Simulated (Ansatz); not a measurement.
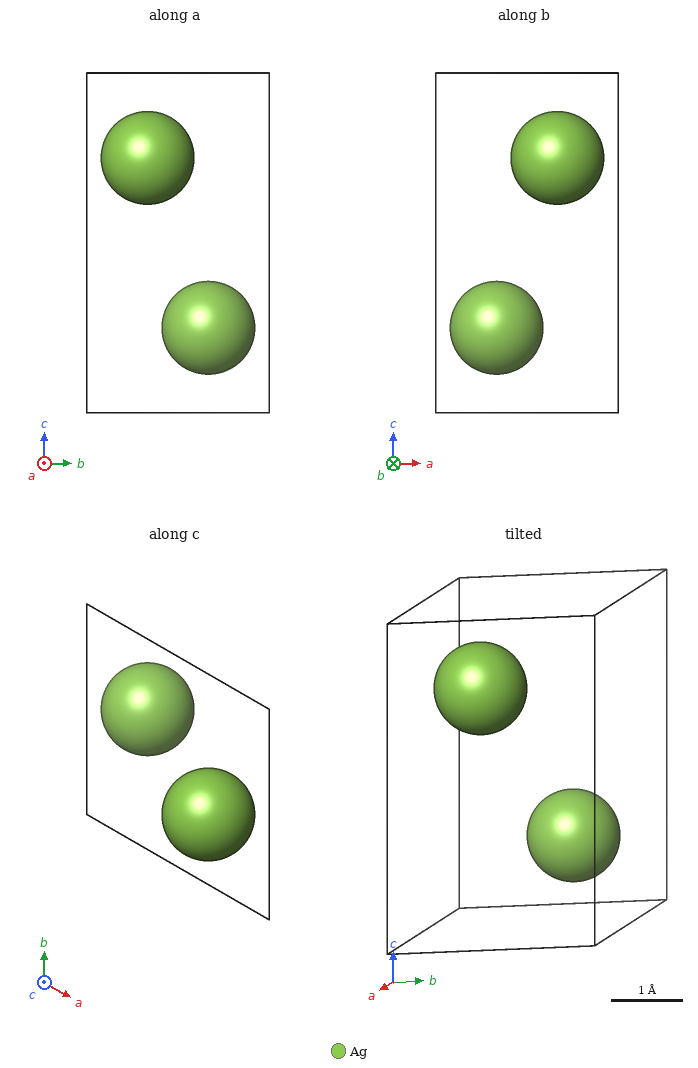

Figure: spheres-only view along the a axis, along the b axis, along the c axis and slightly off an axis. The parallelepiped is the conventional unit cell.

Lattice parameters: a = 2.985 Å, b = 2.985 Å, c = 4.817 Å, α = 90.00°, β = 90.00°, γ = 120.00°. Put a along x and b in the xy plane.

### Convert the drawing into a POSCAR file.

```
Ag
1.0
     2.985    0.000    0.000
    -1.492    2.585    0.000
     0.000    0.000    4.817
Ag
2
Direct
  0.3333 0.6667 0.2500
  0.6667 0.3333 0.7500
```

The initial geometry was a structure type filled with this element by a generator (whether the element takes this form wasn't checked). Earlier steps of the study may have refined or changed the cell and positions. Ansatz was used for an electronic-structure calculation on it.
